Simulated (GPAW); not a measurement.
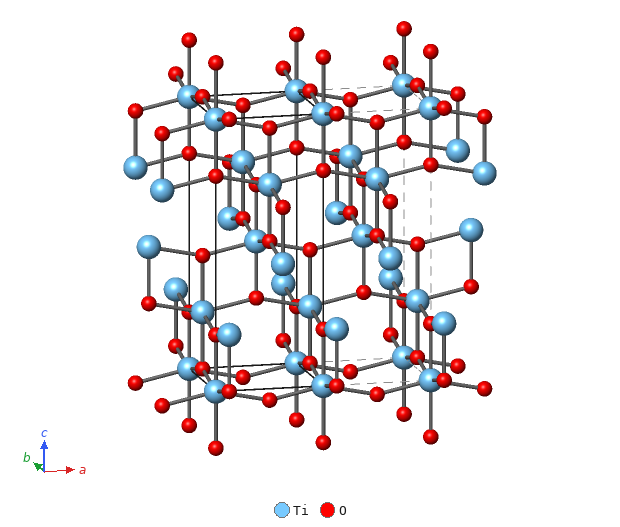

System TiO₂ (space group I4_1/amd, No. 141); source of the atomic positions: an entry of the Crystallography Open Database, as set up for an electronic-structure calculation.

Bonds are taken as O–Ti below 2.2 Å. Simplification: prune 0- and 1-connected atoms, fold 2-connected ones into links.

What kind of net remains, and which atoms are its nodes?

A binodal (3,6)-connected, three-periodic net: O is a 3-connected node; Ti is a 6-connected node, in the ratio 2:1.

Name the underlying net.

It is the ant net, known from anatase.

Is the net interpenetrated?

It is a single net, without interpenetration.

Give the first five terms of the coordination sequence (nodes one, two, three … edges away).

O: 3, 13, 16, 54, 42; Ti: 6, 8, 32, 28, 84.
